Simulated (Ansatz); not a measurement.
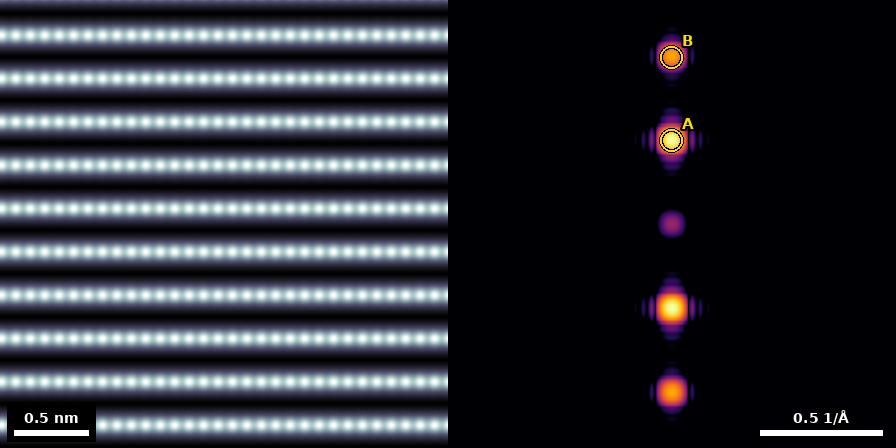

Integrated-DPC-like image of a crystal. Simulated as the projected potential of neutral atoms (B = 0.5 Å²) blurred by a 0.50 Å probe, the thin-sample limit of integrated differential phase contrast. The display is stretched by a gamma of 0.65; percentages refer to the linear signal.

The right panel is the modulus of the image's Fourier transform on a logarithmic scale.

Q: Which lattice spacings do the marked spots stand for, and what angle do A and B enclose?

A: 2.9 Å, B: 1.5 Å; A and B enclose about 0°.

The crystal is Y (Im-3m, No. 229) along [221]; the spots are (1 -1 0) and (2 -2 0). Model: a calculation's starting geometry; the starting structure was generated, so it need not be a known form of this composition.
